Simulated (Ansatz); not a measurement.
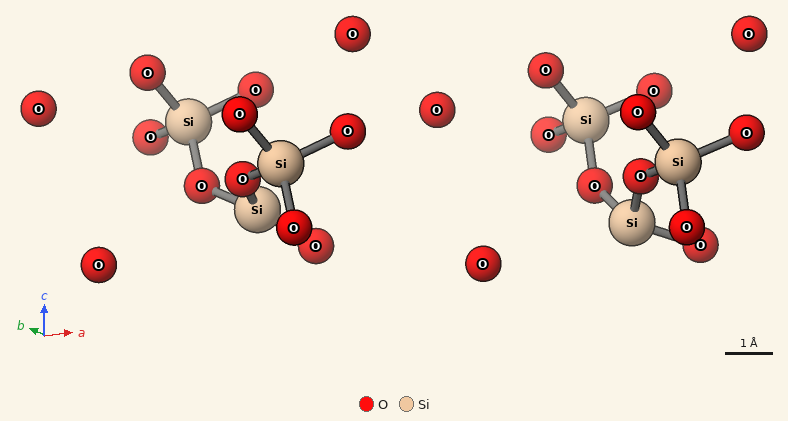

Two geometries of a slab of composition SiO$_{2}$ (cut from the I-42d phase), drawn at one scale. One is the start of a relaxation, the other its converged end. Style: ball-and-stick. Shown: the atoms within 5.0 Å of the atom that moves most (axes of the 2 × 2 repeat of the cell, outlined in the plane, without the vacuum (origin shifted)), slightly off an axis.

The calculation used DFT PBE, scalar-relativistic, plane waves, PAW (Ansatz). Set-up: plane-wave cutoff 420 eV; k-point mesh 5 × 5 × 1; occupations gaussian; smearing width 0.05 eV; no spin polarisation; dipole correction; atoms relaxed in a fixed cell; force threshold 0.02 eV/Å; at most 60 steps.

Which one is relaxed?

Answer. The left one is the relaxed one. Case: (1 1 0) slab, atoms relaxed. The slab is the (1 1 0) face of SiO2. The largest moves relative to the layer's centre, 0.52 Å, are those of Si atoms. Largest moves by element: Si 0.52 Å, O 0.20 Å. The lattice vectors keep their values. Some distances before and after: O–Si 1.626 → 1.523 Å. Bond angles that change, for instance: O–Si–O 110.9° → 128.1°, O–Si–O 108.8° → 125.8°, Si–O–Si 146.9° → 134.6°. Over 7 accepted moves (8 points after the start) the energy falls by 2.413 eV per cell of the calculation. Largest force component: 5.4 eV/Å at the start, 0.014 eV/Å at the end. 1 step only repeated the SCF at the same geometry.
